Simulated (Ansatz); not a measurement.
```yaml
crystal:
  lattice:
    - [5.17526, 0.00000, 0.00000]
    - [0.00000, 5.17526, 0.00000]
    - [0.00000, 0.00000, 5.17526]
  atoms:
    - { symbol: Sn, position: [0.00000, 0.00000, 0.00000] }
    - { symbol: Sn, position: [0.50000, 0.00000, 0.50000] }
    - { symbol: Sn, position: [0.50000, 0.50000, 0.00000] }
    - { symbol: Sn, position: [0.00000, 0.50000, 0.50000] }
    - { symbol: O, position: [0.66110, 0.83890, 0.16110] }
    - { symbol: O, position: [0.83890, 0.16110, 0.66110] }
    - { symbol: O, position: [0.16110, 0.66110, 0.83890] }
    - { symbol: O, position: [0.33890, 0.33890, 0.33890] }
    - { symbol: O, position: [0.66110, 0.66110, 0.66110] }
    - { symbol: O, position: [0.83890, 0.33890, 0.16110] }
    - { symbol: O, position: [0.16110, 0.83890, 0.33890] }
    - { symbol: O, position: [0.33890, 0.16110, 0.83890] }
```

Space group Pa-3; a structure from a database of computed crystals, not necessarily the ambient phase.

Level of theory: Kohn-Sham DFT of a periodic cell, PBE, Ansatz PAW in Ansatz.

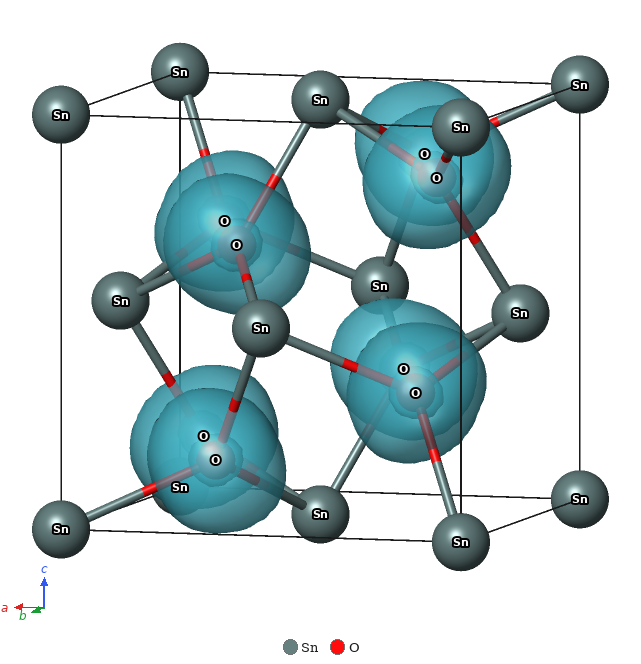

SnO2. Isosurface of the electron localisation function at 0.65 (cyan), seen at an oblique angle. Core shells and regions of very low density are left out. Sticks mark near contacts.

What do the ELF domains correspond to?

At this value the surface marks out eight regions wrapped around O (the valence shell of each), counted in one cell of 12 atoms. Regions shared between cells count once.

Values along the shortest contacts:
Sn–O (2.11 Å): the ELF peaks at about 0.80 in the valence shell of O, 0.6 Å from its nucleus, and is about 0.25 at the midpoint; no shared electron pair shows on this line.
